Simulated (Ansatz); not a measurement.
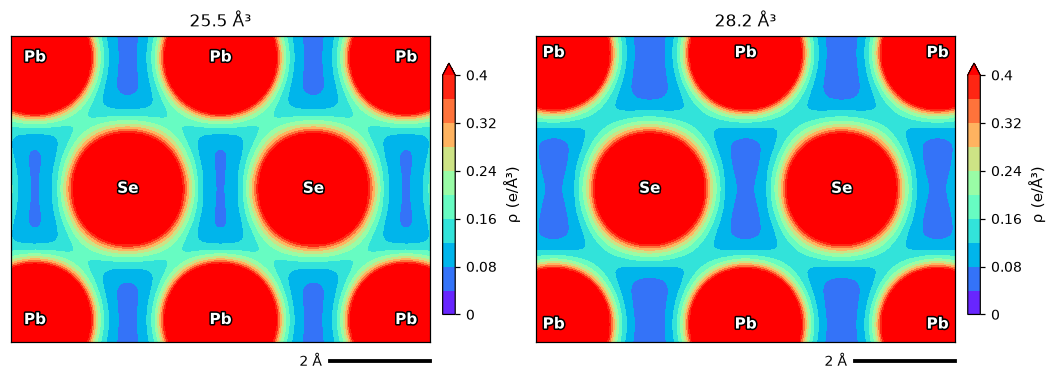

PbSe. The valence pseudo-density of cells scaled evenly to different volumes (given per atom above each panel), on the (101) plane of each (indices in the axes of the cell below), at one length scale and on one colour scale.

A structure from a database of computed crystals, not necessarily the ambient phase.

All numbers below come from Kohn-Sham DFT of a periodic cell, PBEsol, Ansatz PAW (Ansatz 0.2.0).

In a PAW calculation such maps are meaningful between the atoms, not at the nuclei.

The largest cell:

```
CELL_PARAMETERS angstrom
3.83412 0.00000 0.00000
0.00000 3.83412 0.00000
0.00000 0.00000 3.83412
ATOMIC_POSITIONS crystal
Pb 0.00000 0.00000 0.00000
Se 0.50000 0.50000 0.50000
```

| volume (Å³/atom) | Pb–Se contact in the plane (Å) | ρ at its midpoint (e/Å³) | pressure (GPa) | 
| --- | --- | --- | --- |
| 25.47 | 3.210 | 0.166 | −0.2 | 
| 26.56 | 3.255 | ? | ? | 
| 28.18 | 3.320 | 0.138 | −4.7 | 

Question: Estimate the missing row, and compare with the calculation.

Answer: Over the known rows ln ρ falls by 1.68 per Å of Pb–Se distance (the line through the two), which gives 0.154 e/Å³ at 3.255 Å; the calculation gives 0.154 e/Å³. For the pressure, a straight line in volume between the neighbouring rows gives −2.0 GPa; the calculation gives −2.4, lower because pressure rises ever faster on compression.
